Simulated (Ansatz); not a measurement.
## Field-gradient calculation, with input and output: FeSi2

- system: FeSi2 (Cmce, 24 atoms in the cell)
- method: DFT LDA, scalar-relativistic, plane waves, PAW, no spin polarisation (Ansatz 0.2.0)

The structure derives from an entry of the Crystallography Open Database.

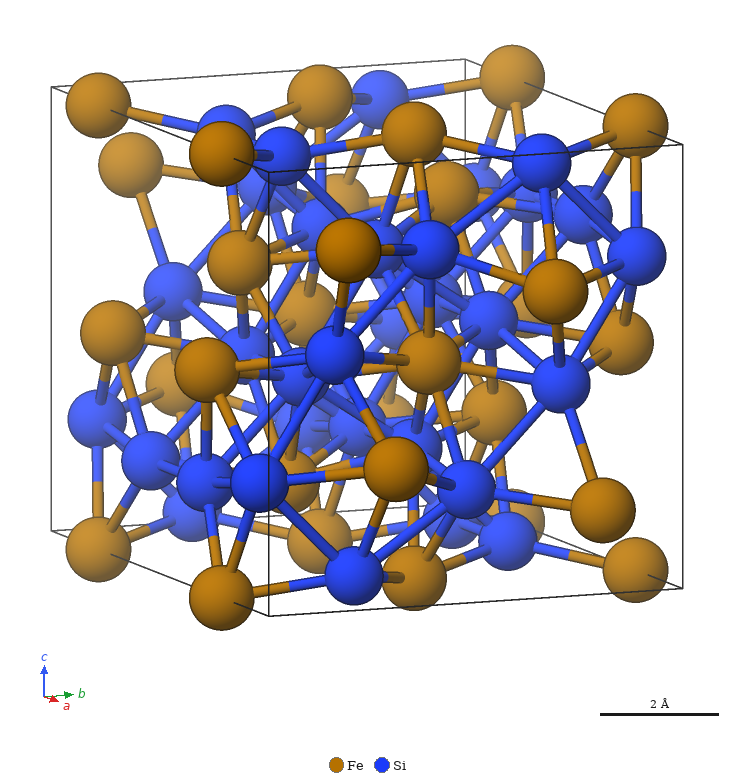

*The structure as given in the input (ball-and-stick view of the cell 2 times as large as that of the calculation, set on its symmetry axes, seen slightly off an axis). An atom can appear more than once, as a periodic image.*

### The input
```yaml
crystal:
  lattice:
    - [4.8625862711, -3.8252396946, 0.0]
    - [4.8625862711, 3.8252396946, 0.0]
    - [0.0, 0.0, 7.6875196919]
  atoms:
    - { symbol: Fe, position: [0.1927267716, 0.8072732284, 0.1880742194] }
    - { symbol: Fe, position: [0.3072732284, 0.6927267716, 0.6880742194] }
    - { symbol: Fe, position: [0.8072732284, 0.1927267716, 0.8119257806] }
    - { symbol: Fe, position: [0.6927267716, 0.3072732284, 0.3119257806] }
    - { symbol: Fe, position: [0.216482124, 0.216482124, 0.0] }
    - { symbol: Fe, position: [0.283517876, 0.283517876, 0.5] }
    - { symbol: Fe, position: [0.783517876, 0.783517876, 0.0] }
    - { symbol: Fe, position: [0.716482124, 0.716482124, 0.5] }
    - { symbol: Si, position: [0.3292825797, 0.4178286532, 0.2270350837] }
    - { symbol: Si, position: [0.1707174203, 0.0821713468, 0.7270350837] }
    - { symbol: Si, position: [0.4178286532, 0.3292825797, 0.7729649163] }
    - { symbol: Si, position: [0.0821713468, 0.1707174203, 0.2729649163] }
    - { symbol: Si, position: [0.6707174203, 0.5821713468, 0.7729649163] }
    - { symbol: Si, position: [0.8292825797, 0.9178286532, 0.2729649163] }
    - { symbol: Si, position: [0.5821713468, 0.6707174203, 0.2270350837] }
    - { symbol: Si, position: [0.9178286532, 0.8292825797, 0.7270350837] }
    - { symbol: Si, position: [0.854894427, 0.4015180281, 0.0493821703] }
    - { symbol: Si, position: [0.645105573, 0.0984819719, 0.5493821703] }
    - { symbol: Si, position: [0.4015180281, 0.854894427, 0.9506178297] }
    - { symbol: Si, position: [0.0984819719, 0.645105573, 0.4506178297] }
    - { symbol: Si, position: [0.145105573, 0.5984819719, 0.9506178297] }
    - { symbol: Si, position: [0.354894427, 0.9015180281, 0.4506178297] }
    - { symbol: Si, position: [0.5984819719, 0.145105573, 0.0493821703] }
    - { symbol: Si, position: [0.9015180281, 0.354894427, 0.5493821703] }
basis:
  ecutwfc: 420
kpoints:
  mp_grid: { grid: [6, 6, 4] }
hamiltonian:
  xc: lda
scf:
  occupations: { method: fixed }
output:
  forces: true
  stress: true
  eigenvalues: true
  efg: {}
checkpoint:
  read: start.run
  write: ck
  compress: false
  write_wavefunctions: false
  write_every: 100000
```

Launch command:
```bash
ansatz run input.yaml --threads 8 --pin off --max-ram 22528MiB --backend cpu --events-out ev --progress --plain --runs-dir out
```

### What the program printed
```
Engine: ansatz 0.2.0, aarch64-unknown-linux-gnu
Pseudopotentials: kind: paw
Pseudopotential: Fe, paw, valence charge 16, recommended cutoff 420 eV (normal), Fe.paw.azcp
Pseudopotential: Si, paw, valence charge 4, recommended cutoff 420 eV (normal), Si.paw.azcp
Functional definition: SPW92
  exchange = slater_x
  correlation = pw_c
Crystal: 24 atoms, lattice volume = 285.984 Å³
Basis set: ecut = 420 eV, 5621 PW (Γ)
Bands: 120, of which v1, the nominal top of the filled ones, is band 96 counted from 1 (95 counted from 0)
Symmetry: 8 space group operations
Space group: Cmce (ITA 64), of the structure as read, at distance tolerance 6.6e-5 Å
k-points: 39 of 144
Non-local potential: Fe, projectors of the file, l = 0: 3, l = 1: 2, l = 2: 3, l = 3: 1
Non-local potential: Si, projectors of the file, l = 0: 2, l = 1: 2, l = 2: 2
PAW form: soft (Blöchl's): semilocal exchange-correlation on the pseudo side does not see the compensation charge
PAW frozen core: Fe, regenerated for the run's functional, and the local potential with it (the file was generated under x = pbe(κ = 0.804, μ = 0.2195149727645171), c = pbe(β = 0.06672455060314922))
PAW frozen core: Si, regenerated for the run's functional, and the local potential with it (the file was generated under x = pbe(κ = 0.804, μ = 0.2195149727645171), c = pbe(β = 0.06672455060314922))
PAW one-centre angular grid: Fe, 590 points (default); XC on 64 Gauss nodes
PAW one-centre angular grid: Si, 110 points (default); XC on 64 Gauss nodes
Initial density: read from a saved state, or passed on in memory by an earlier SCF of this step, an earlier step, the calling program or the single point that the run made first
Stability of the state it starts from, as read at its close in the unpolarized treatment: not read negative (Ritz values of 1 − χ₀K, real part plus size of imaginary part, from 1.0 to 1.0, by its mixing steps under the symmetry group of the SCF that read it)
Initial wavefunctions: pseudopotential atomic-orbital guess
Functional: x = slater, c = lda
iter 1 solved again at ethr=8.81e-7 eV; its pass at ethr=3.10e-3 eV (dr2=1.69e-3 eV) is discarded
SCF iter   1: F=—  HF=-45112.552843 eV  |F-HF|=—  |Δ(HF+E_count)|=         —  Δρ=1.85e-6  dr2=5.96e-9  ethr=8.81e-7  ⟨swp⟩=3.1  Hψ=27431  notcnv=0  defer=857
eigensolver tolerance schedule: the retry pair's looser diagonalisation over-reported the residual by 283669.44 of it (diagonalisation noise at an unbounded share of the residual, at the tolerance the schedule requests for it); recorded, not acted on — ethr = c·dr2/N_el stays at c = 1.0e-1
preconditioner: auto → Resta (q_TF=auto, 2.553 Å⁻¹)  ε∞=14.1  [insulator: Δε(μ)=0.698 eV  Ē_g=6.877 eV  n_scr=74 (ndim 8)  ℏωp=24.8 eV  f_vac=0.000  ε∞_Penn≈14.1]
SCF iter   2: F=—  HF=-45112.552880 eV  |F-HF|=—  |Δ(HF+E_count)|=   3.64e-5  Δρ=4.36e-6  dr2=4.45e-8  ethr=3.11e-12  ⟨swp⟩=15.4  Hψ=29875  notcnv=0
SCF iter   3: F=-45112.552880 eV  HF=-45112.552880 eV  |F-HF|=2.10e-9  |Δ(HF+E_count)|=   4.73e-9  Δρ=1.03e-6  dr2=1.95e-9  ethr=3.11e-12  ⟨swp⟩=1.8  Hψ=12036  notcnv=0
SCF 1 converged in 3 iterations: F = -45112.552880 eV  dr2 = 1.95e-9
  greatest PAW one-centre occupation: 1.001 electrons in one spin orbital (limit 2), on the Fe atom at site 7 (counted from 0), in its partial waves of l = 1
SCF converged after 3 iterations
Free energy (F): -45112.552880 eV
Harris-Foulkes:  -45112.552880 eV  (|F-HF|=2.10e-9)
Internal energy: -45112.552880 eV  (E = F + TS)
E sigma→0 (E₀):  -45112.552880 eV
Fermi energy:    13.979547 eV
--- Per-component energies (eV) ---
  E_band       = -1732.605100
  E_kinetic    = 3610.544189
  E_local      = -24114.961950  (includes V_loc(G=0)·N_el)
  E_nonlocal   = 2144.098371
  E_hartree    = 10540.126856
  E_xc         = -1874.154671
  E_vxc        = -2045.867005  (∫ρ·V_xc dr)
  E_paw        = -18204.853583  (= ΣΔE_a)
  E_vpaw       = -2406.687936  (= ΣTr[D̂ρ^β])
  E_aug_tail   = 0.007326  (compensation charges beyond the density's cutoff)
  E_ewald      = -17217.920994
  E_core_change = 4.561577  (= ΣΔE_core)
  E_smearing   = -0.000000  (= −TS)
  E_closure    = 0.000000  (closes the sum)
  Σ components = -45112.552880   (vs F -45112.552880, Δ=0.00e0)
--- Forces (eV/Å), atoms counted from 1 ---
  atom   1  Fe     0.00000000    -0.00007608     0.00005044
  atom   2  Fe     0.00000000     0.00007608     0.00005044
  atom   3  Fe     0.00000000     0.00007608    -0.00005044
  atom   4  Fe     0.00000000    -0.00007608    -0.00005044
  atom   5  Fe     0.00007746     0.00000000     0.00000000
  atom   6  Fe    -0.00007746     0.00000000    -0.00000000
  atom   7  Fe    -0.00007746     0.00000000     0.00000000
  atom   8  Fe     0.00007746     0.00000000     0.00000000
  atom   9  Si    -0.00008417     0.00001332    -0.00001496
  atom  10  Si     0.00008417    -0.00001332    -0.00001496
  atom  11  Si    -0.00008417    -0.00001332     0.00001496
  atom  12  Si     0.00008417     0.00001332     0.00001496
  atom  13  Si     0.00008417    -0.00001332     0.00001496
  atom  14  Si    -0.00008417     0.00001332     0.00001496
  atom  15  Si     0.00008417     0.00001332    -0.00001496
  atom  16  Si    -0.00008417    -0.00001332    -0.00001496
  atom  17  Si     0.00005587    -0.00001602     0.00002810
  atom  18  Si    -0.00005587     0.00001602     0.00002810
  atom  19  Si     0.00005587     0.00001602    -0.00002810
  atom  20  Si    -0.00005587    -0.00001602    -0.00002810
  atom  21  Si    -0.00005587     0.00001602    -0.00002810
  atom  22  Si     0.00005587    -0.00001602    -0.00002810
  atom  23  Si    -0.00005587    -0.00001602     0.00002810
  atom  24  Si     0.00005587     0.00001602     0.00002810
  max |Σ_I F_I| component: 1.73e-18 eV/Å
--- Stress (GPa, compression-positive) ---
       -0.001953       0.000000       0.000000
        0.000000       0.002337       0.000000
        0.000000       0.000000       0.000529
  P = ⅓ Tr σ = 0.0003 GPa (0.003 kbar)
--- PAW observables at the nuclei: V_zz in 10²¹ V/m², potentials from the cell's mean, atoms counted from 1 ---
  atom   1  Fe V_zz =    -0.885034   η = 0.8591   by run symmetry: allowed
            electrostatic potential = -3209.846970 V   contact ρ = none
  atom   2  Fe V_zz =    -0.885034   η = 0.8591   by run symmetry: allowed
            electrostatic potential = -3209.846970 V   contact ρ = none
  atom   3  Fe V_zz =    -0.885034   η = 0.8591   by run symmetry: allowed
            electrostatic potential = -3209.846970 V   contact ρ = none
  atom   4  Fe V_zz =    -0.885034   η = 0.8591   by run symmetry: allowed
            electrostatic potential = -3209.846970 V   contact ρ = none
  atom   5  Fe V_zz =    +2.900409   η = 0.6588   by run symmetry: allowed
            electrostatic potential = -3209.834247 V   contact ρ = none
  atom   6  Fe V_zz =    +2.900409   η = 0.6588   by run symmetry: allowed
            electrostatic potential = -3209.834247 V   contact ρ = none
  atom   7  Fe V_zz =    +2.900409   η = 0.6588   by run symmetry: allowed
            electrostatic potential = -3209.834247 V   contact ρ = none
  atom   8  Fe V_zz =    +2.900409   η = 0.6588   by run symmetry: allowed
            electrostatic potential = -3209.834247 V   contact ρ = none
  atom   9  Si V_zz =    -2.894065   η = 0.8959   by run symmetry: allowed
            electrostatic potential = -1366.535880 V   contact ρ = none
  atom  10  Si V_zz =    -2.894065   η = 0.8959   by run symmetry: allowed
            electrostatic potential = -1366.535880 V   contact ρ = none
  atom  11  Si V_zz =    -2.894065   η = 0.8959   by run symmetry: allowed
            electrostatic potential = -1366.535880 V   contact ρ = none
  atom  12  Si V_zz =    -2.894065   η = 0.8959   by run symmetry: allowed
            electrostatic potential = -1366.535880 V   contact ρ = none
  atom  13  Si V_zz =    -2.894065   η = 0.8959   by run symmetry: allowed
            electrostatic potential = -1366.535880 V   contact ρ = none
  atom  14  Si V_zz =    -2.894065   η = 0.8959   by run symmetry: allowed
            electrostatic potential = -1366.535880 V   contact ρ = none
  atom  15  Si V_zz =    -2.894065   η = 0.8959   by run symmetry: allowed
            electrostatic potential = -1366.535880 V   contact ρ = none
  atom  16  Si V_zz =    -2.894065   η = 0.8959   by run symmetry: allowed
            electrostatic potential = -1366.535880 V   contact ρ = none
  atom  17  Si V_zz =    -3.599552   η = 0.9369   by run symmetry: allowed
            electrostatic potential = -1366.521402 V   contact ρ = none
  atom  18  Si V_zz =    -3.599552   η = 0.9369   by run symmetry: allowed
            electrostatic potential = -1366.521402 V   contact ρ = none
  atom  19  Si V_zz =    -3.599552   η = 0.9369   by run symmetry: allowed
            electrostatic potential = -1366.521402 V   contact ρ = none
  atom  20  Si V_zz =    -3.599552   η = 0.9369   by run symmetry: allowed
            electrostatic potential = -1366.521402 V   contact ρ = none
  atom  21  Si V_zz =    -3.599552   η = 0.9369   by run symmetry: allowed
            electrostatic potential = -1366.521402 V   contact ρ = none
  atom  22  Si V_zz =    -3.599552   η = 0.9369   by run symmetry: allowed
            electrostatic potential = -1366.521402 V   contact ρ = none
  atom  23  Si V_zz =    -3.599552   η = 0.9369   by run symmetry: allowed
            electrostatic potential = -1366.521402 V   contact ρ = none
  atom  24  Si V_zz =    -3.599552   η = 0.9369   by run symmetry: allowed
            electrostatic potential = -1366.521402 V   contact ρ = none
--- Band table (eV; the first three rows and the last of 39) ---
  k-point 0: bands = ["-71.8500", "-71.8500", "-71.8499", "-71.8499", "-71.8049", "-71.8049", "-71.8048", "-71.8048", "-38.5332", "-38.5326", "-38.5322", "-38.5315", "-38.5190", "-38.5179", "-38.5178", "-38.5173", "-38.3421", "-38.3418", "-38.3418", "-38.3414", "-38.2230", "-38.2230", "-38.2180", "-38.2166", "-38.2089", "-38.2075", "-38.1949", "-38.1938", "-38.1862", "-38.1859", "-38.1788", "-38.1784", "0.2367", "2.4525", "2.5274", "3.6938", "3.7742", "3.9383", "4.5655", "5.3702", "5.4240", "5.4818", "5.6476", "5.8080", "6.4432", "6.5059", "7.0648", "7.4235", "7.5897", "7.9397", "8.0424", "8.3768", "8.6646", "9.1070", "9.3581", "9.3884", "10.0055", "10.3462", "10.3654", "10.5462", "10.7876", "10.7964", "10.9133", "11.0589", "11.1896", "11.2519", "11.3649", "11.4013", "11.6935", "11.7888", "11.8628", "11.9574", "11.9762", "12.0168", "12.1120", "12.1394", "12.1557", "12.2693", "12.2897", "12.4314", "12.5234", "12.5509", "12.5813", "12.6430", "12.6497", "12.7097", "12.9263", "13.0056", "13.0919", "13.1371", "13.1380", "13.3002", "13.3023", "13.5631", "13.5959", "13.7806", "14.7231", "14.8367", "14.9858", "15.0234", "15.7178", "15.7948", "15.8254", "16.2505", "16.3994", "16.5552", "16.6765", "16.9195", "17.0457", "17.2254", "17.3538", "17.3585", "17.3857", "17.4701", "18.0123", "18.0513", "18.0550", "18.3243", "18.4290", "18.4781"]
  k-point 1: bands = ["-71.8500", "-71.8500", "-71.8499", "-71.8499", "-71.8049", "-71.8049", "-71.8048", "-71.8048", "-38.5331", "-38.5324", "-38.5323", "-38.5317", "-38.5188", "-38.5181", "-38.5177", "-38.5174", "-38.3421", "-38.3418", "-38.3417", "-38.3414", "-38.2230", "-38.2230", "-38.2178", "-38.2168", "-38.2087", "-38.2077", "-38.1947", "-38.1940", "-38.1862", "-38.1860", "-38.1787", "-38.1784", "0.3870", "1.5473", "3.5516", "3.7879", "3.8985", "3.9759", "4.5316", "5.1679", "5.2208", "5.2234", "5.5149", "5.7782", "6.3090", "6.5923", "6.7217", "7.6455", "7.8558", "8.2133", "8.4032", "8.5258", "8.9754", "9.0537", "9.4669", "9.7756", "9.9006", "9.9087", "10.1709", "10.3182", "10.4024", "10.8153", "10.8314", "11.0184", "11.0962", "11.1127", "11.5213", "11.6555", "11.6781", "11.7094", "11.7334", "11.7591", "11.8792", "11.9116", "12.0584", "12.0925", "12.1816", "12.1928", "12.3631", "12.3840", "12.5218", "12.5519", "12.6364", "12.6537", "12.7217", "12.7303", "12.8423", "12.9298", "13.0769", "13.1943", "13.2360", "13.3153", "13.4068", "13.4868", "13.6546", "13.9107", "14.6776", "14.8706", "15.0257", "15.1937", "15.4401", "15.7366", "15.8013", "16.0741", "16.1668", "16.5355", "16.7539", "17.1721", "17.1724", "17.2043", "17.2135", "17.6115", "17.8133", "17.9750", "17.9943", "18.0385", "18.1400", "18.4331", "18.4987", "18.5462"]
  k-point 2: bands = ["-71.8500", "-71.8500", "-71.8499", "-71.8499", "-71.8049", "-71.8049", "-71.8048", "-71.8048", "-38.5327", "-38.5327", "-38.5320", "-38.5320", "-38.5185", "-38.5185", "-38.5175", "-38.5175", "-38.3420", "-38.3420", "-38.3416", "-38.3416", "-38.2230", "-38.2230", "-38.2173", "-38.2173", "-38.2082", "-38.2082", "-38.1943", "-38.1943", "-38.1861", "-38.1861", "-38.1786", "-38.1786", "0.8312", "0.8312", "3.9623", "3.9623", "4.2170", "4.2170", "4.5180", "4.5180", "5.0282", "5.0282", "5.8525", "5.8525", "5.9785", "5.9785", "7.1276", "7.1276", "8.7014", "8.7014", "8.7323", "8.7323", "9.2536", "9.2536", "9.6026", "9.6026", "9.7905", "9.7905", "9.8383", "9.8383", "10.3815", "10.3815", "10.9170", "10.9170", "10.9253", "10.9253", "11.5445", "11.5445", "11.6663", "11.6663", "11.7918", "11.7918", "11.7930", "11.7930", "12.1556", "12.1556", "12.1805", "12.1805", "12.2521", "12.2521", "12.4878", "12.4878", "12.7249", "12.7249", "12.7375", "12.7375", "12.8908", "12.8908", "13.1093", "13.1093", "13.3382", "13.3382", "13.5526", "13.5526", "13.7878", "13.7878", "14.7214", "14.7214", "15.2698", "15.2698", "15.5307", "15.5307", "15.6716", "15.6716", "16.5596", "16.5596", "16.8506", "16.8506", "17.2527", "17.2527", "17.4898", "17.4898", "17.8155", "17.8155", "18.0695", "18.0695", "18.3499", "18.3499", "18.5109", "18.5109"]
  k-point 38: bands = ["-71.8500", "-71.8500", "-71.8500", "-71.8500", "-71.8049", "-71.8049", "-71.8048", "-71.8048", "-38.5333", "-38.5333", "-38.5317", "-38.5317", "-38.5183", "-38.5183", "-38.5174", "-38.5174", "-38.3422", "-38.3422", "-38.3412", "-38.3412", "-38.2233", "-38.2233", "-38.2173", "-38.2173", "-38.2074", "-38.2074", "-38.1949", "-38.1949", "-38.1862", "-38.1862", "-38.1785", "-38.1785", "2.1755", "2.1755", "2.3065", "2.3065", "2.9284", "2.9284", "3.6081", "3.6081", "6.1836", "6.1836", "6.6801", "6.6801", "7.2221", "7.2221", "7.9534", "7.9534", "8.4357", "8.4357", "8.5477", "8.5477", "8.7853", "8.7853", "9.3185", "9.3185", "9.7387", "9.7387", "10.5123", "10.5123", "10.5369", "10.5369", "10.8204", "10.8204", "10.9603", "10.9603", "11.1708", "11.1708", "11.4047", "11.4047", "11.9891", "11.9891", "12.0908", "12.0908", "12.2301", "12.2301", "12.2737", "12.2737", "12.4196", "12.4196", "12.5929", "12.5929", "12.7271", "12.7271", "12.8041", "12.8041", "12.9311", "12.9311", "13.0730", "13.0730", "13.3433", "13.3433", "13.3477", "13.3477", "13.6006", "13.6006", "14.8199", "14.8199", "15.0690", "15.0690", "15.4954", "15.4954", "15.7943", "15.7943", "16.0027", "16.0027", "16.5903", "16.5903", "16.7886", "16.7886", "16.9023", "16.9023", "17.4566", "17.4566", "17.6871", "17.6871", "17.9080", "17.9080", "17.9365", "17.9365"]
```

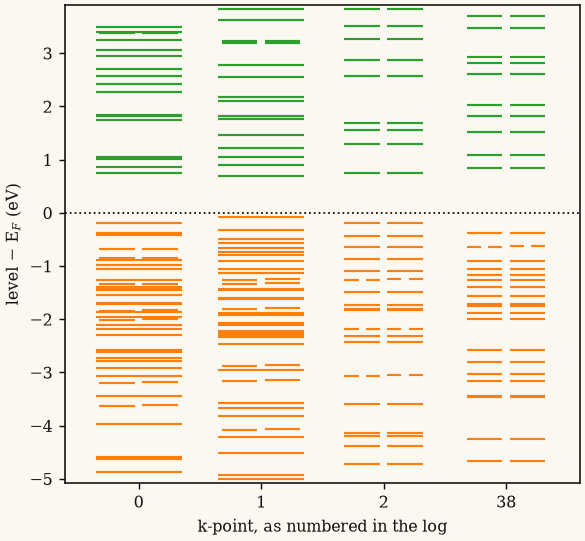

*Kohn–Sham levels near the Fermi level (dotted) at the few k-points that the log prints; levels within 0.02 eV of each other stand side by side.*

Among these points the highest filled and lowest empty levels are 0.77 eV apart; the gap on the full mesh, 0.70 eV, has an edge at a point that isn't printed.

### Summary

```json
{"quantity": "outcome", "value": "converged"}
{"quantity": "space group (tolerance 0.01 Å)", "value": "Cmce (64)"}
{"quantity": "electrons treated", "value": "192"}
{"quantity": "free energy", "value": "−45112.5529 eV"}
{"quantity": "Fermi energy", "value": "13.980 eV"}
{"quantity": "gap on the k-point mesh", "value": "0.70 eV"}
{"quantity": "pressure", "value": "0.00 GPa"}
{"quantity": "field gradient V_zz (10²¹ V/m²)", "value": "Fe −0.89, Fe −0.89, Fe −0.89, Fe −0.89, Fe 2.90, Fe 2.90, Fe 2.90, Fe 2.90 (the first 8 of 24 sites)"}
{"quantity": "largest force (length of the vector)", "value": "under 0.001 eV/Å"}
{"quantity": "hardware", "value": "8 threads of Arm Neoverse V1, 24 GiB of memory available, shared host"}
{"quantity": "wall time", "value": "13 s (CPU time 100 s)"}
{"quantity": "peak memory", "value": "2.2 GiB"}
```
